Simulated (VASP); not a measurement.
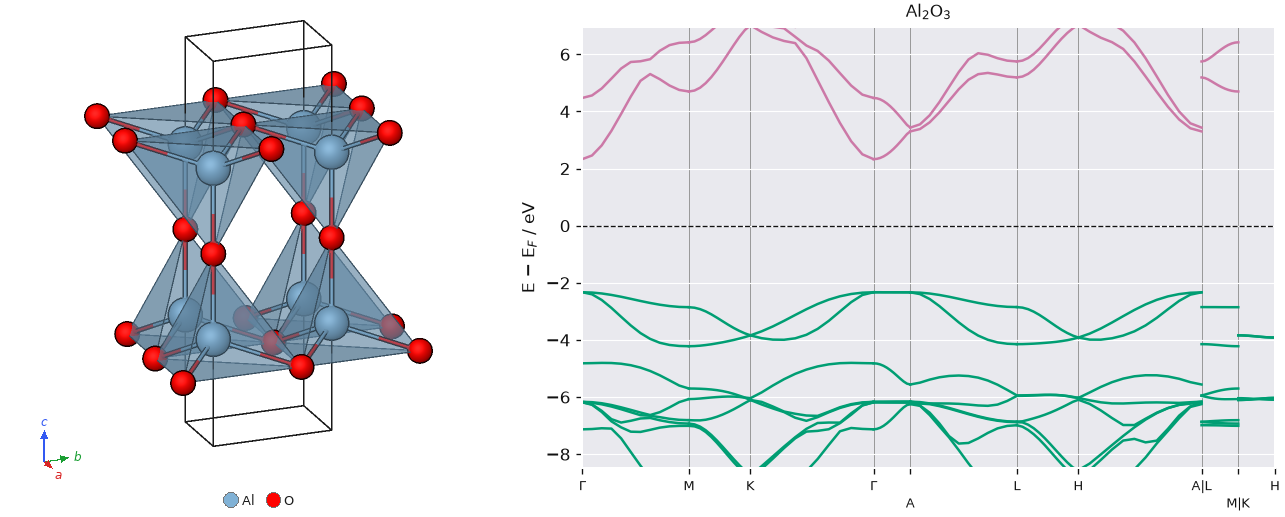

Band structure, beside the structure. Energies are counted from the Fermi level, put mid-gap where there is a gap.

System: Al₂O₃, space group P-3m1 (No. 164), 5 atoms in the cell.

```xyz
5
Lattice="3.0175 0.0000 0.0000 -1.5087 2.6132 0.0000 0.0000 0.0000 7.5746" Properties=species:S:1:pos:R:3 pbc="T T T"
Al    0.0000    0.0000    5.4693
Al    0.0000    0.0000    2.1054
O     0.0000    0.0000    3.7873
O     1.5087    0.8711    6.0638
O     0.0000    1.7421    1.5108
```

VASP 6.6.1; PBE0, VASP PAW PBE potentials, release 64 (Al, O), no spin polarisation, no spin-orbit coupling, 6×6×2 k mesh, 520 eV cutoff, Gaussian smearing of 0.02 eV.

### What does the band structure say about the gap?

The bands leave a gap. The gap along this path is 4.66 eV and direct: both edges lie at Γ.

### What are the direct gaps at L, M and A?

The direct gaps are 8.04 eV at L, 7.55 eV at M and 5.63 eV at A.

### How many bands meet at the valence-band top?

Two bands meet at the valence-band top at Γ: it is doubly degenerate (spin aside).

The PAW data sets were made with another functional. The k mesh is thin for exact exchange. The cell is at −6 GPa in this functional. The usual form of Al2O3 is corundum.
